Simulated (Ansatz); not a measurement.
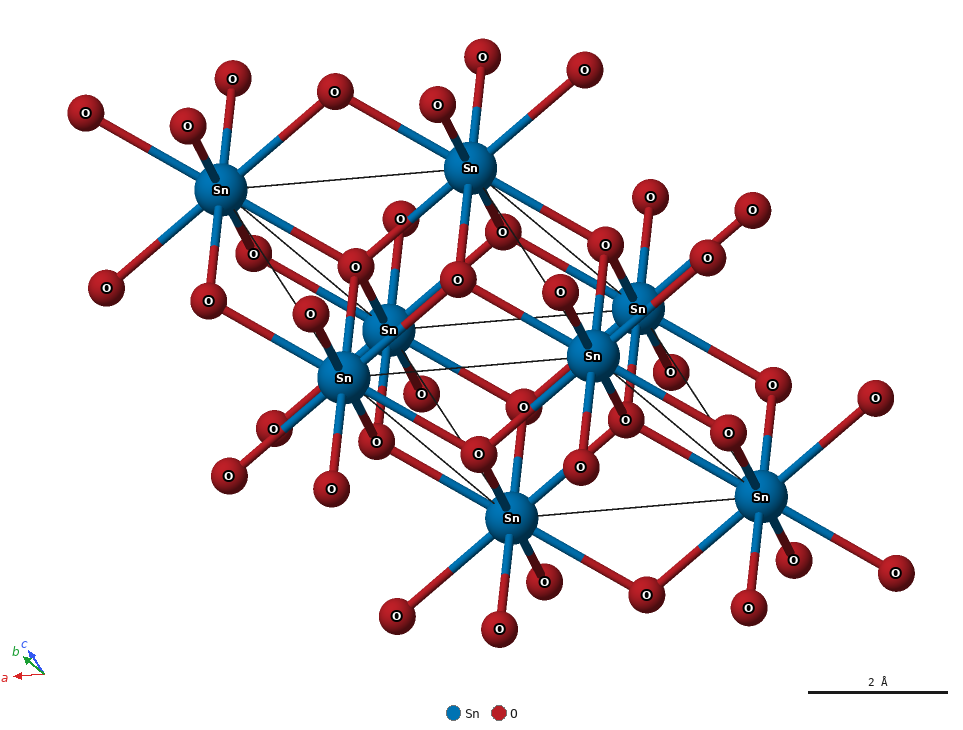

Ball-and-stick representation of a periodic structure, projected from a general direction. The simulation cell is drawn as a box. Some neighbours outside the box are added.

Input deck:
```yaml
crystal:
  lattice:
    - [0.0, 2.5716524213, 2.6102272076]
    - [2.5716524213, 0.0, 2.6102272076]
    - [2.5716524213, 2.5716524213, 0.0]
  atoms:
    - { symbol: Sn, position: [0.0, 0.0, 0.0] }
    - { symbol: O, position: [0.25, 0.25, 0.25] }
    - { symbol: O, position: [0.75, 0.75, 0.75] }
basis:
  ecutwfc: 420
kpoints:
  mp_grid: { grid: [16, 16, 16] }
hamiltonian:
  xc: pbe
scf:
  occupations: { method: gaussian, width: 0.15 }
output:
  forces: true
  stress: true
  eigenvalues: true
```
Run as:
```sh
ansatz run input.yaml --threads 1 --pin off --max-ram 2560MiB --backend cpu --events-out ev --progress --plain --runs-dir out
```

Calculation details: DFT PBE, scalar-relativistic, plane waves, PAW (Ansatz); plane waves up to 420 eV, Brillouin-zone sampling on a 16×16×16 mesh, Gaussian smearing of 0.15 eV, no spin polarisation.

### Does it come out as a metal, or with a gap?

A metal: bands cross the Fermi level.

### State the hydrostatic pressure.

The computed pressure is -2.6 GPa (stretched: it would shrink). The stress isn't hydrostatic: its largest component is 6.7 GPa.

Origin of the cell: a structure listed in the Materials Project. The cell was then strained or its atoms displaced on purpose. An electronic-structure calculation with Ansatz was run on it.
